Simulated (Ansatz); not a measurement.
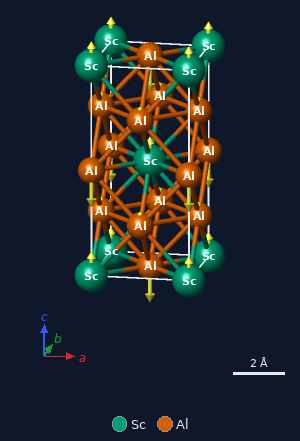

One vibrational mode of a crystal of ScAl3 relaxed at 5 GPa at the zone centre. The yellow arrows are the displacements of the atoms (eigenvector over the root of the mass), of arbitrary overall length and sign. The picture is a ball-and-stick view of the conventional cell (2 times the calculation's cell), seen slightly off an axis. Lengths and directions refer to the drawn axes.

All numbers below come from Ansatz 0.2.0, DFT PBEsol, scalar-relativistic, plane waves, PAW.

Input file:
```yaml
crystal:
  lattice:
    - [-1.9640050538, 1.9640050538, 4.2874559558]
    - [1.9640050538, -1.9640050538, 4.2874559558]
    - [1.9640050538, 1.9640050538, -4.2874559558]
  atoms:
    - { symbol: Sc, position: [0.0, 0.0, 0.0] }
    - { symbol: Al, position: [0.75, 0.25, 0.5] }
    - { symbol: Al, position: [0.25, 0.75, 0.5] }
    - { symbol: Al, position: [0.5, 0.5, 0.0] }
basis:
  ecutwfc: 420
kpoints:
  mp_grid: { grid: [16, 16, 16] }
hamiltonian:
  xc: pbesol
scf:
  occupations: { method: fermi_dirac, width: 0.15 }
output:
  eigenvalues: true
phonons:
  method: dfpt
  eigenvectors: true
```

Command:
```bash
ansatz run input.yaml --threads 1 --pin off --max-ram 3072MiB --backend cpu --events-out ev --progress --plain --runs-dir out
```

The frequencies depend somewhat on the k-mesh and the smearing.

### Give the symmetry, activity and frequency of this mode.

This is the A₂u mode at 5.02 THz, the lowest optical level, infrared-active by symmetry. The Al (2b) sublattice moves against the Sc and Al (4d) sublattices, along c; the kinetic energy is shared as Al 76 %, Sc 24 %. The crystal is a metal, so free carriers screen the infrared response.
